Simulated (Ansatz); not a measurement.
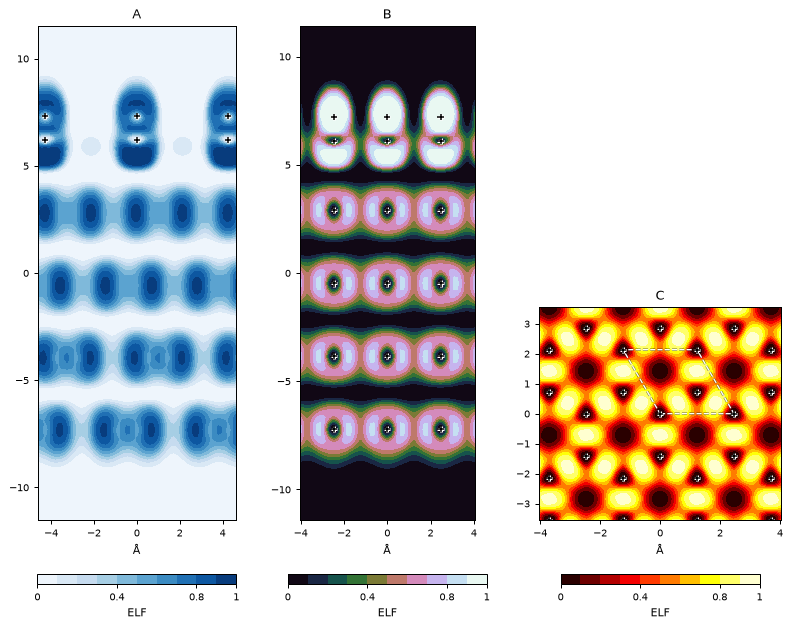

The electron localisation function of 3 systems, each on a plane through atoms (crosses mark nuclei in the plane).

Theory: DFT PBE+D3(BJ), scalar-relativistic, plane waves, PAW (Ansatz).

System 1: C, the (001) plane of the conventional cell. Space group P6₃/mmc.

System 2: HC₉ (slab), the (11̄0) plane of the calculation cell, a cut from vacuum to vacuum. Computed without spin polarisation.

```
C H
1.0
     2.46498    0.00000    0.00000
    -1.23249    2.13474    0.00000
     0.00000    0.00000   30.20765
C H
9 1
Direct
  0.00000 0.00000 0.28139
  0.66667 0.33333 0.28139
  0.00000 0.00000 0.39292
  0.33333 0.66667 0.39292
  0.00000 0.00000 0.50434
  0.66667 0.33333 0.50432
  0.00000 0.00000 0.61602
  0.33333 0.66667 0.61594
  0.00000 0.00000 0.72191
  0.00000 0.00000 0.75907
```

System 3: C₉O (slab), the (110) plane of the calculation cell, a cut from vacuum to vacuum. 

```xyz
10
Lattice="2.4650 0.0000 0.0000 -1.2325 2.1347 0.0000 0.0000 0.0000 30.2577" Properties=species:S:1:pos:R:3 pbc="T T T"
C     0.0000    0.0000    8.5000
C     1.2325    0.7116    8.5000
C     0.0000    0.0000   11.8692
C     0.0000    1.4232   11.8692
C     1.2325    2.0371   15.2375
C     1.2325    0.6139   15.2375
C     1.2325    2.0329   18.6221
C     0.0000    1.3216   18.6224
C     0.0000    0.5641   22.0182
O     0.0000    0.5646   23.1522
```

Question: Which map belongs to which system?

Answer: Panel A is system 3, C₉O: the plane holds C and O. C–O (1.13 Å): the ELF peaks at about 0.85 between the atoms. Panel B is system 2, HC₉: the plane holds C and H. C–H (1.12 Å): the ELF is about 1 at the midpoint; an ordinary covalent bond to hydrogen. Panel C is system 1, C: the plane holds C. C–C (1.42 Å): the ELF peaks at about 0.95 between the atoms.
